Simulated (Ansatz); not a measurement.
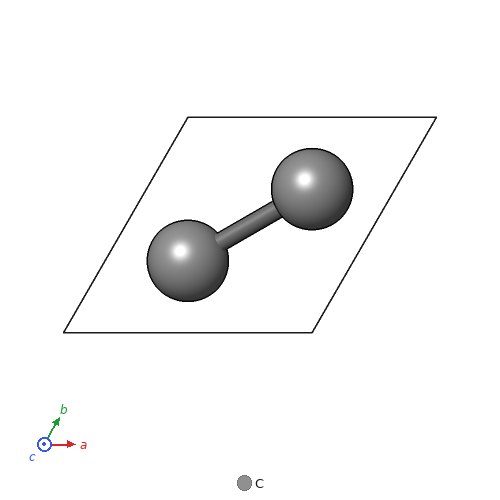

Two computed energy maps of cells of C. The picture above is the structure of the first map.

Map 1

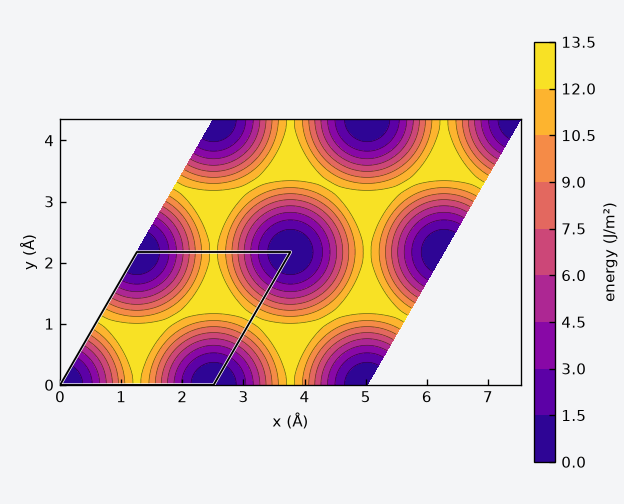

C (P6_3/mmc, No. 194; 12 atoms in the cell). Gamma surface: rigid slide across a plane, one fault a cell; the plane is (0 0 1) of the conventional cell. Places are given modulo a cell vector. The map is drawn in real space over the plane of the slide. Nothing is relaxed (rigid halves, spacing across the cut fixed). The scan uses a 12 × 12 grid; 19 points were computed and 125 follow by symmetry. Energies: J/m², counted from the lowest grid point. The band gap closes in part of the range. Theory: DFT PBE, scalar-relativistic, plane waves, PAW (Ansatz). Settings: cutoff 520 eV, k-mesh 10×10×2 in the order of the run's cell vectors, gaussian smearing 0.05 eV, no spin polarisation.

Drawn: filled contours, the outline of one cell of the 2 × 2 shown. Between grid points the surface is interpolated.

Map 2

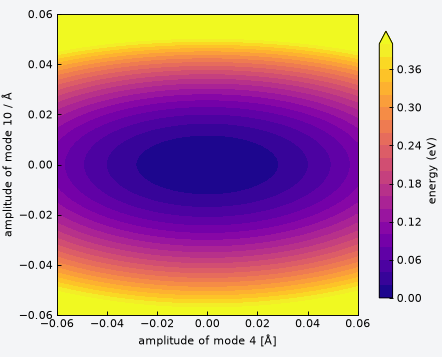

C (P6_3/mmc, No. 194; 4 atoms in the cell). The energy is mapped over two normal modes frozen in (zone-centre modes of the 4-atom cell of this scan). First axis: amplitude of mode 4 (527 cm⁻¹), largest displacement. Second axis: amplitude of mode 10 (1264 cm⁻¹), largest displacement. Nothing is relaxed (the cell and all other modes fixed). The scan uses a 9 × 9 grid; 45 points were computed and 36 follow by symmetry. Points are written as (first, second). Energies: eV per cell, counted from the lowest grid point. Theory: DFT PBE, scalar-relativistic, plane waves, PAW (Ansatz 0.2.0). Settings: cutoff 520 eV, k-mesh 12×12×6 in the order of the run's cell vectors, gaussian smearing 0.05 eV, no spin polarisation.

The picture shows filled contours, one colour for all values above the top of the scale. Between grid points the surface is interpolated.

> Summarise the maps one by one.

Map 1: The lowest grid point is at (0/12, 0/12) of the cell vectors. The highest grid point, (4/12, 4/12) of the cell vectors, lies 13.5 J/m² above the lowest. On the interpolated surface the easiest way out of the lowest well to its copy in the next cell or period passes a barrier of about 12 J/m².
Map 2: The lowest grid point is at (0.000 Å, 0.000 Å). No other kind of well shows on this grid. The highest grid point, (−0.060 Å, 0.060 Å), lies 0.654 eV above the lowest. The gap on the k-mesh is 3.4 eV at the lowest point and runs from 0.7 to 3.7 eV over the map.

> Maps 1, 2 start from a relaxed reference structure. Do they show a way to lower its energy?

No. In each of them the reference is the lowest point, within the accuracy of the grid, so it is stable against the distortions scanned (other distortions weren't tried).

PAW datasets: the set soft_1.
